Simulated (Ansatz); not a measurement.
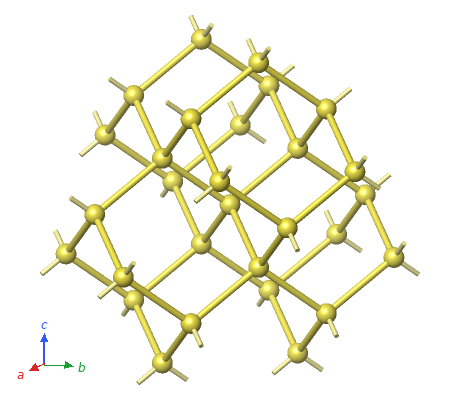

The net above was derived from one of the structures below (computed or model cells, partly hypothetical) by pruning terminal atoms and folding two-connected atoms into edges (only the bonds listed count; of a layer or chain structure one layer or chain is shown).

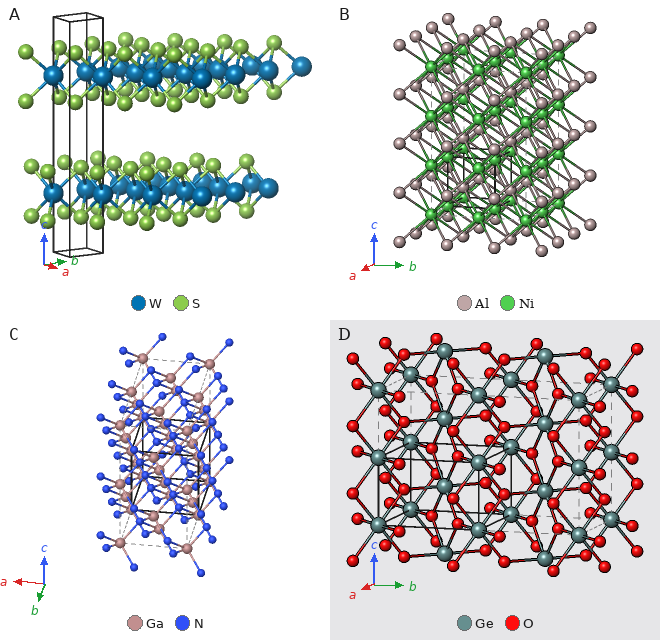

A: WS2 (bonds: S–W below 2.7 Å)
B: AlNi (bonds: Al–Ni below 2.8 Å)
C: GaN (bonds: Ga–N below 2.2 Å)
D: GeO2 (bonds: Ge–O below 2.2 Å)
All are geometries used in or obtained from electronic-structure calculations.

Which structure gives this net?

Answer. C, GaN: a uninodal 4-connected, three-periodic net; Ga and N are 4-connected nodes. It is the dia net, known from diamond, zinc blende and cristobalite. The others give a binodal (3,6)-connected, two-periodic (layers) net (A), a uninodal 8-connected, three-periodic net (B) and a binodal (3,6)-connected, three-periodic net (D).
